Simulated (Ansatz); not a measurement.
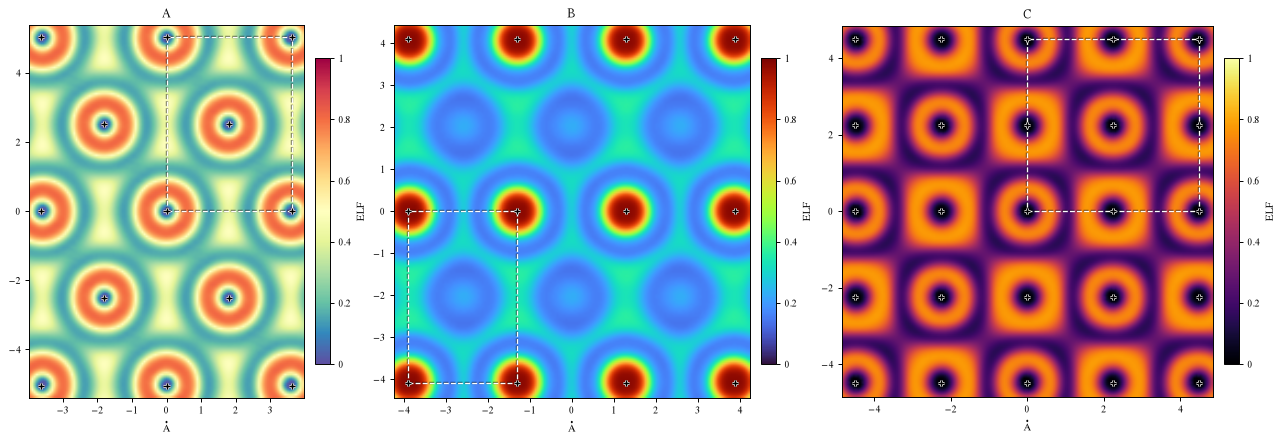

The electron localisation function of 3 systems, each on a plane through atoms (crosses mark nuclei in the plane).

All numbers below come from DFT, PBEsol, PAW with Ansatz's default frozen-core files, scalar-relativistic in Ansatz 0.2.0.

System 1: Co, the (100) plane of the conventional cell. Space group P6₃/mmc; changed on purpose from its base cell (equal xx and yy strain of +3 %, PAW files); computed pressure about −24 GPa in this cell; spin-polarised.

System 2: Zr, the (011̄) plane of the conventional cell. Space group I4/mmm; changed on purpose from its base cell (zz strain of -3 %, PAW files); computed pressure about −4 GPa in this cell.

```
Zr
1.0
     3.62000    0.00000    0.00000
     0.00000    3.62000    0.00000
     0.00000    0.00000    3.51140
Zr
2
Cartesian
  0.0000 0.0000 0.0000
  1.8100 1.8100 1.7557
```

System 3: TaC, the (010) plane of the conventional cell. Space group Fm-3m; computed pressure about −12 GPa in this cell; computed without spin polarisation.

### Which map belongs to which system?

Panel A is system 2, Zr: the plane holds Zr. Zr–Zr (3.10 Å): the ELF is about 0.20 at the midpoint; no shared electron pair shows on this line. Panel B is system 1, Co: the plane holds Co. Co–Co (2.59 Å): the ELF is about 0.30 at the midpoint: no shared electron pair shows on this line. Panel C is system 3, TaC: the plane holds Ta and C. Ta–C (2.25 Å): the ELF peaks at about 0.75 in the valence shell of C, 0.7 Å from its nucleus, and is about 0.25 at the midpoint.
